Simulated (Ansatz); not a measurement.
# Sb2S3: what the fields show

The calculation's input:

```
crystal:
  lattice:
    - [11.4932513096, 0.0, 0.0]
    - [0.0, 3.8204079184, 0.0]
    - [0.0, 0.0, 10.9933255605]
  atoms:
    - { symbol: Sb, position: [0.4711175916, 0.25, 0.3269938624] }
    - { symbol: Sb, position: [0.0288824084, 0.75, 0.8269938624] }
    - { symbol: Sb, position: [0.9711175916, 0.25, 0.1730061376] }
    - { symbol: Sb, position: [0.5288824084, 0.75, 0.6730061376] }
    - { symbol: Sb, position: [0.3523302973, 0.75, 0.0336129172] }
    - { symbol: Sb, position: [0.1476697027, 0.25, 0.5336129172] }
    - { symbol: Sb, position: [0.8523302973, 0.75, 0.4663870828] }
    - { symbol: Sb, position: [0.6476697027, 0.25, 0.9663870828] }
    - { symbol: S, position: [0.2941929484, 0.25, 0.1901643998] }
    - { symbol: S, position: [0.2058070516, 0.75, 0.6901643998] }
    - { symbol: S, position: [0.7941929484, 0.25, 0.3098356002] }
    - { symbol: S, position: [0.7058070516, 0.75, 0.8098356002] }
    - { symbol: S, position: [0.5477994679, 0.75, 0.1256542474] }
    - { symbol: S, position: [0.9522005321, 0.25, 0.6256542474] }
    - { symbol: S, position: [0.0477994679, 0.75, 0.3743457526] }
    - { symbol: S, position: [0.4522005321, 0.25, 0.8743457526] }
    - { symbol: S, position: [0.3753151779, 0.75, 0.4422988783] }
    - { symbol: S, position: [0.1246848221, 0.25, 0.9422988783] }
    - { symbol: S, position: [0.8753151779, 0.75, 0.0577011217] }
    - { symbol: S, position: [0.6246848221, 0.25, 0.5577011217] }
basis:
  ecutwfc: 420
kpoints:
  mp_grid: { grid: [4, 8, 4] }
hamiltonian:
  xc: pbe
scf:
  occupations: { method: gaussian, width: 0.02 }
output:
  forces: true
  stress: true
  eigenvalues: true
  write_density: true
  write_potential: true
  elf: true
  volumetric_format: npy
relax:
  adjacent_minimum: "off"
  f_tol: 0.01
  max_steps: 30
  cell: { stress_tol: 0.1, fix: [volume] }
```

Run with:

```sh
ansatz run input.yaml --threads 8 --pin off --max-ram 22528MiB --backend cpu --events-out ev --progress --plain --runs-dir out
```

Below, planes, directions and counts refer to the conventional cell (a = 11.36 Å, b = 3.85 Å, c = 11.02 Å, α = 90.00°, β = 90.00°, γ = 90.00°).

The fields are those of the relaxed geometry.

Space group Pnma; changed on purpose from its base cell (volume × 0.91, shape and atoms relaxed).

These are results of DFT PBE, scalar-relativistic, plane waves, PAW (Ansatz), not measurements.

In a PAW calculation such maps are meaningful between the atoms, not at the nuclei.

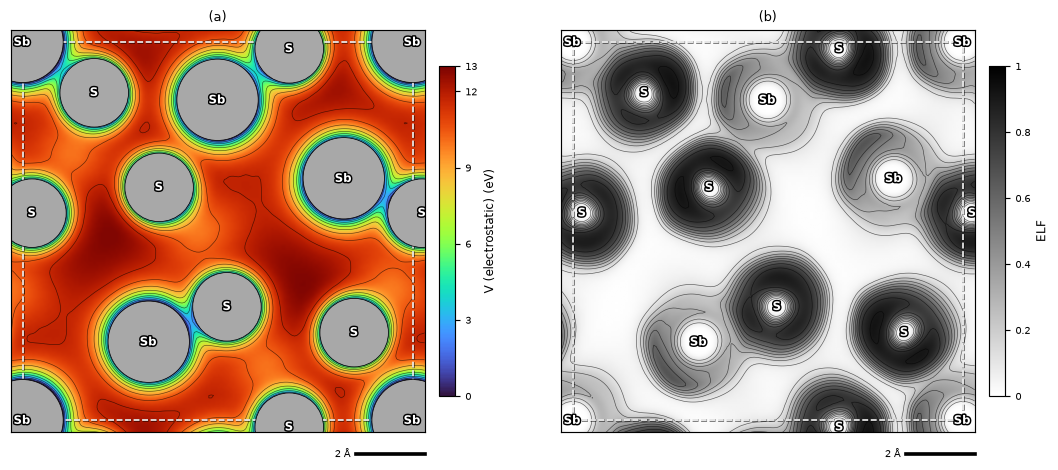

Figure 1. (a) electrostatic potential (local pseudopotential plus Hartree) felt by an electron; (b) ELF on the (010) plane of the conventional cell. Grey discs cover the atomic cores in the potential map.

Question: What do the fields say about this system?

Answer: The plane passes through Sb and S nuclei. Sb–S (2.50 Å): the ELF peaks at about 0.85 in the valence shell of S, 0.8 Å from its nucleus, and is about 0.60 at the midpoint. Sb–S (2.56 Å): the ELF peaks at about 0.85 in the valence shell of S, 0.8 Å from its nucleus, and is about 0.60 at the midpoint. The ELF also peaks beside S, away from the bonds: lone-pair regions. Outside the cores the potential energy rises away from the atoms and is highest about 2.0 Å from the nearest atoms; its zero is arbitrary.

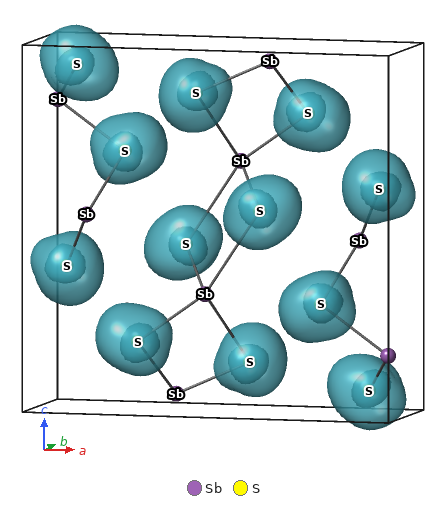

Figure 2. Isosurface of the ELF at 0.75 (cyan), seen slightly off an axis. Only the valence region is drawn (cores and ρ < 0.01 e/Å³ removed). Sticks mark near contacts.

Question: Where are the electrons localised?

Answer: The surface consists of twelve regions wrapped around S (the valence shell of each), counted in one cell of 20 atoms. Regions shared between cells count once.

Question: Metal or insulator at this level of theory?

Answer: It is gapped, with a Kohn–Sham gap of 1.3 eV on the k-point mesh (the band edges may lie off the mesh, which would make the gap smaller).
